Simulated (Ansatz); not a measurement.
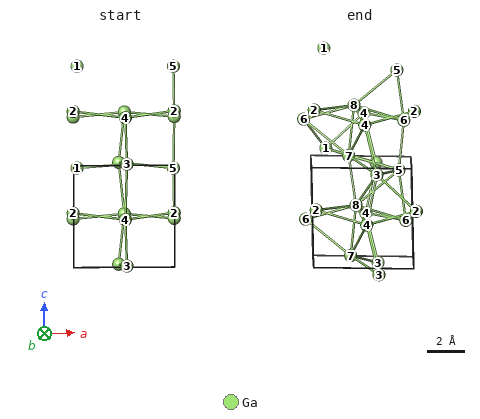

The structure of a crystal of Ga (a generated structure, set up in P1) (coarse preliminary run) before (left) and after (right) a relaxation, at one scale.

A ball-and-stick model of the cell of the calculation, reduced to other axes, repeated 1 × 1 × 2 with one cell outlined, seen along the b axis. Lengths and directions refer to the drawn axes.

Theory: DFT PBE, scalar-relativistic, plane waves, PAW (Ansatz).

The input:
```yaml
crystal:
  lattice:
    - [5.4680085132, -0.0375687542, -0.08027427]
    - [-0.0375687542, 5.4634854829, 0.016108949]
    - [-0.0803053208, 0.01611518, 5.5059927411]
  atoms:
    - { symbol: Ga, position: [0.0089211989, 0.0344033357, -0.021904741] }
    - { symbol: Ga, position: [-0.0088403849, -0.0045644555, 0.5339373531] }
    - { symbol: Ga, position: [-0.0045042381, 0.5280485929, 0.0131116389] }
    - { symbol: Ga, position: [-0.0048594895, 0.5119562555, 0.4685652051] }
    - { symbol: Ga, position: [0.4605152163, 0.9875192924, -0.0280952611] }
    - { symbol: Ga, position: [0.4790843218, 0.9954797059, 0.4776993348] }
    - { symbol: Ga, position: [0.5309898074, 0.4457819764, 0.030756641] }
    - { symbol: Ga, position: [0.5386935681, 0.5013752966, 0.5259298292] }
basis:
  ecutwfc: 420
kpoints:
  mp_grid: { grid: [4, 4, 4] }
hamiltonian:
  xc: pbe
scf:
  occupations: { method: gaussian, width: 0.2 }
  lower_state_search: "off"
output:
  forces: true
  stress: true
  eigenvalues: true
relax:
  adjacent_minimum: "off"
  f_tol: 0.025
  max_steps: 60
  cell: { stress_tol: 0.25 }
```

Run as
```bash
ansatz run input.yaml --threads 1 --pin off --max-ram 2048MiB --backend cpu --events-out ev --progress --plain --runs-dir out
```

What changed between the two?

The run was cut off at its time limit before the relaxation converged, so the last structure is only a point on the way. Over 6 geometry steps the energy falls by 124 meV per atom. The largest force component goes from 1.1 to 0.12 eV/Å. Pressure: 1.07 GPa at the start and 0.29 GPa at the end. Ga1 moves most relative to the cell: 0.82 Å along [1 0 1]. The volume changes by −6.8 %, with a 5.464 → 5.415 Å (−0.9 %), b 5.469 → 5.376 Å (−1.7 %), c 5.507 → 5.469 Å (−0.7 %), α 88.3° → 74.3°, β 89.7° → 91.8°, γ 89.2° → 90.3°. Near-neighbour distances that change, for instance: Ga3–Ga5 3.882 → 2.898 Å, Ga1–Ga4 3.770 → 2.813 Å, Ga1–Ga6 3.717 → 2.848 Å, Ga1–Ga5 2.488 → 3.323 Å. Bond angles that change, for instance: Ga2–Ga6–Ga5 96.2° → 128.7°, Ga1–Ga3–Ga4 92.5° → 60.2°, Ga1–Ga5–Ga7 86.8° → 118.8°. The space group stays P1 (No. 1). The run took 6.9 min on 1 thread of Arm Neoverse V1, on a shared host, peak memory 0.57 GiB.
